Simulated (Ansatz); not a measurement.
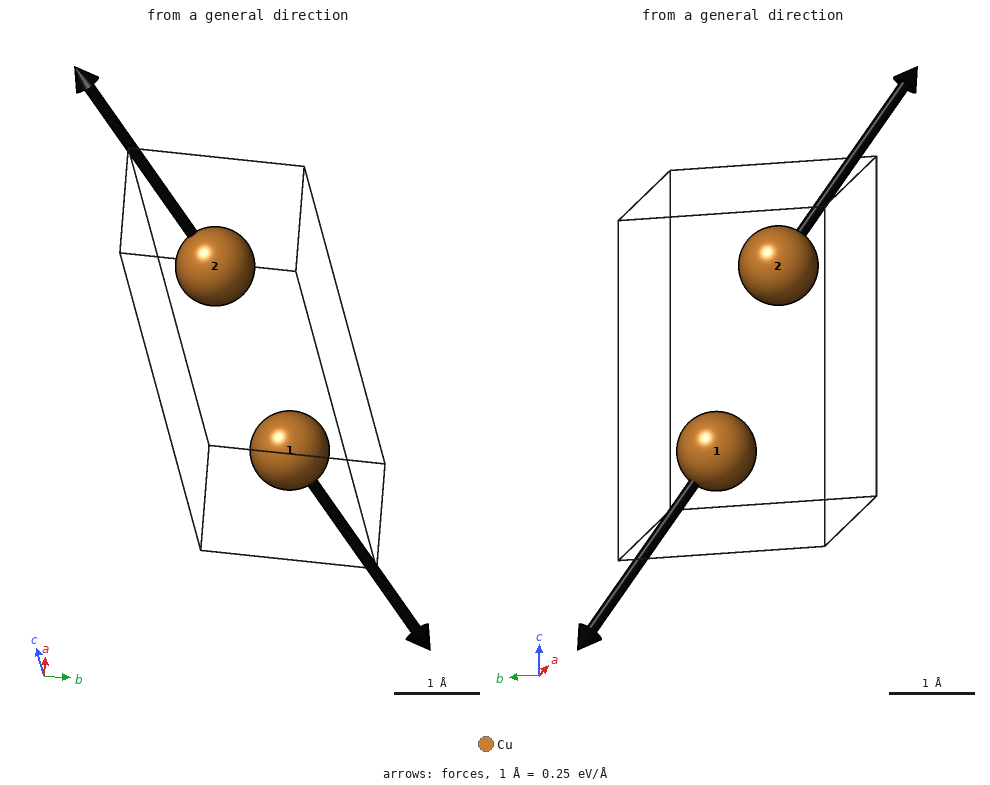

View from two general directions, drawn as a spheres-only model. One simulation cell is outlined, and atoms on its boundary appear in each equivalent place. The arrows are the computed forces on the atoms.

System: Cu. Theory: DFT r2SCAN, scalar-relativistic, plane waves, PAW (Ansatz). Numerical settings: an energy cutoff of 500 eV, an 18×18×8 grid in reciprocal space, Gaussian smearing of 0.15 eV, no spin polarisation.

Question: Has this structure been optimised to equilibrium?

Answer: No. The atoms still feel forces of up to about 0.63 eV/Å, far above a usual threshold of 0.01 to 0.03 eV/Å.

Question: Which atom has the biggest force on it?

Answer: Cu1 and Cu2, about 0.63 eV/Å.

Origin of the cell: a structure listed in the Materials Project. The cell was then strained or its atoms displaced on purpose. It was the input of a calculation with Ansatz.
